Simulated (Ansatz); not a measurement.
Consider this structure.

```
Al
1.0
     8.40518    0.00000    0.00000
     0.00000    2.64292    0.00000
     0.00000    0.00000    5.20504
Al
8
Direct
  0.73393 0.50000 0.49767
  0.50000 0.00000 0.36660
  0.26607 0.50000 0.49767
  0.00000 0.50000 0.13805
  0.73393 0.00000 0.99767
  0.50000 0.50000 0.86660
  0.26607 0.00000 0.99767
  0.00000 0.00000 0.63805
```

Question: Work out the structure from the coordinates.

Answer: The element is aluminium. Symmetry: Amm2 (No. 38), base-centred orthorhombic lattice. The cell holds eight atoms.

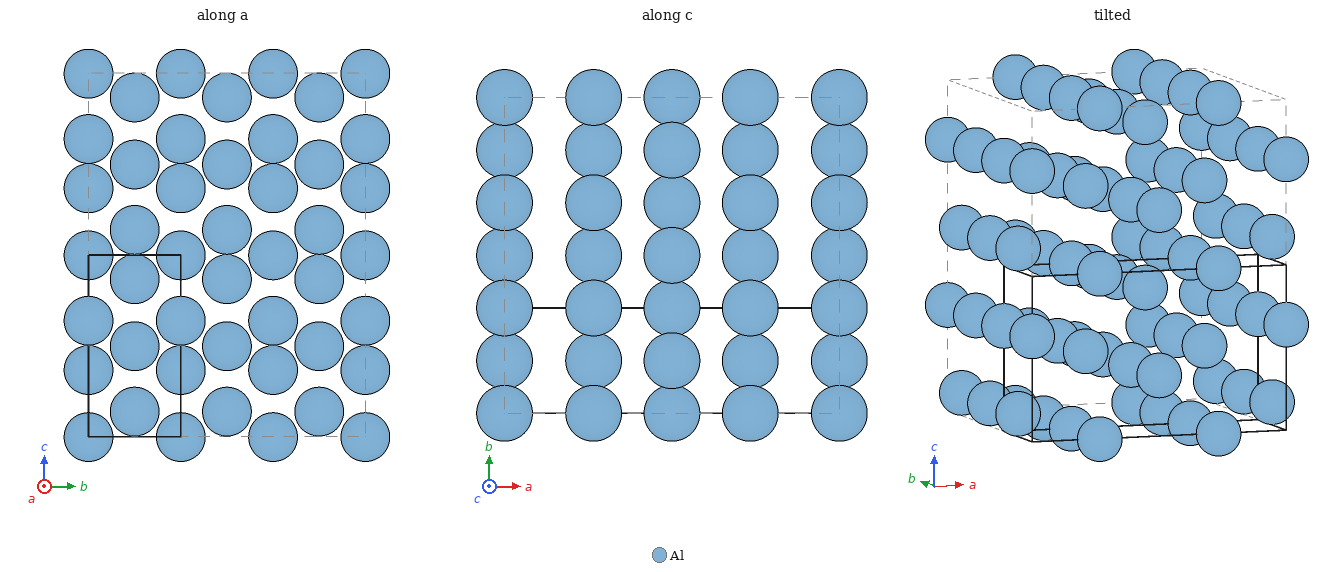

A spheres-only picture of a crystal structure, seen along the a axis, along the c axis and slightly off an axis. The solid box is one conventional unit cell, and 1×3×2 cells are shown. Colours: aluminium light blue.

Its origin is a structure listed in the Materials Project. The cell was then strained or its atoms displaced on purpose. A calculation with Ansatz used it as input.

At this level of theory the cell isn't at rest (compressed, at 20 GPa and forces up to 1.7 eV/Å), so its distances can differ from those at equilibrium, the more so the softer the solid.
